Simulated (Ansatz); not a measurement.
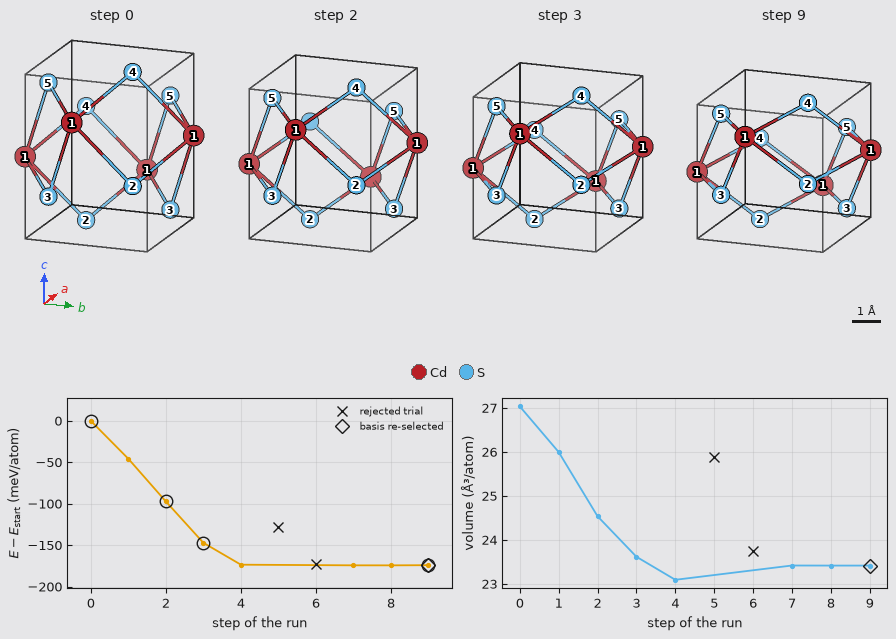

Frames of a relaxation of crystalline CdS₄ (a generated structure, set up in P4/mmm) (coarse preliminary run), marked on the history of the run. The picture is a ball-and-stick view of the cell of the calculation, seen from a free direction.

Method: Ansatz 0.2.0, DFT PBE, scalar-relativistic, plane waves, PAW. Settings: plane-wave cutoff 420 eV; k-point mesh 4 × 4 × 4; occupations gaussian; smearing width 0.1 eV; no spin polarisation; cell and atoms relaxed; force threshold 0.04 eV/Å; at most 70 steps.

### Describe the path.

The largest moves relative to the cell, 0.22 Å, are those of S2, S3, S4 and S5. S2 goes along +c. Cd stays in place. The volume changes by −13.4 %, with a = b 4.688 → 4.832 Å (+3.1 %), c 6.150 → 5.014 Å (−18.5 %). Among the contacts that change: Cd1–S2 3.170 → 2.853 Å, S2–S4 1.882 → 1.978 Å. The space group stays P4/mmm (No. 123). After 6 accepted moves (9 points after the start) the energy has fallen by 174 meV per atom. Largest force component: 1.6 eV/Å at the start, 0.00049 eV/Å at the end. The pressure goes from 0.88 to −0.01 GPa. The line search rejected the trial steps at points 5, 6 of the run. At 1 point the geometry stayed and the basis and grid were re-selected for the new cell (energy shift of 0.2 meV per atom at most each time). From step 0 to 2: S atoms move most (0.12 Å), volume −9.2 %, energy −97.2 meV per atom. From step 2 to 3: S atoms move most (0.06 Å), volume −3.8 %, energy −49.8 meV per atom. From step 3 to 9: S atoms move most (0.06 Å), volume −0.8 %, energy −27.0 meV per atom.

```json
{"step": "0", "E − E(0), meV/atom": "0.00", "largest force component, eV/Å": "1.5911", "pressure, GPa": "0.88", "volume, Å³/atom": "27.036", "note": ""}
{"step": "1", "E − E(0), meV/atom": "-45.69", "largest force component, eV/Å": "0.8597", "pressure, GPa": "-0.56", "volume, Å³/atom": "25.998", "note": ""}
{"step": "2", "E − E(0), meV/atom": "-97.20", "largest force component, eV/Å": "0.5844", "pressure, GPa": "-0.56", "volume, Å³/atom": "24.538", "note": ""}
{"step": "3", "E − E(0), meV/atom": "-147.04", "largest force component, eV/Å": "0.3380", "pressure, GPa": "-0.20", "volume, Å³/atom": "23.618", "note": ""}
{"step": "4", "E − E(0), meV/atom": "-173.44", "largest force component, eV/Å": "0.1704", "pressure, GPa": "0.80", "volume, Å³/atom": "23.094", "note": ""}
{"step": "5", "E − E(0), meV/atom": "-128.14", "largest force component, eV/Å": "1.2524", "pressure, GPa": "-4.83", "volume, Å³/atom": "25.878", "note": "rejected"}
{"step": "6", "E − E(0), meV/atom": "-173.16", "largest force component, eV/Å": "0.2045", "pressure, GPa": "-0.20", "volume, Å³/atom": "23.756", "note": "rejected"}
{"step": "7", "E − E(0), meV/atom": "-174.22", "largest force component, eV/Å": "0.0519", "pressure, GPa": "-0.08", "volume, Å³/atom": "23.419", "note": ""}
{"step": "8", "E − E(0), meV/atom": "-174.24", "largest force component, eV/Å": "0.0002", "pressure, GPa": "0.00", "volume, Å³/atom": "23.417", "note": ""}
{"step": "9", "E − E(0), meV/atom": "-174.04", "largest force component, eV/Å": "0.0005", "pressure, GPa": "-0.01", "volume, Å³/atom": "23.417", "note": "same geometry, new basis"}
```
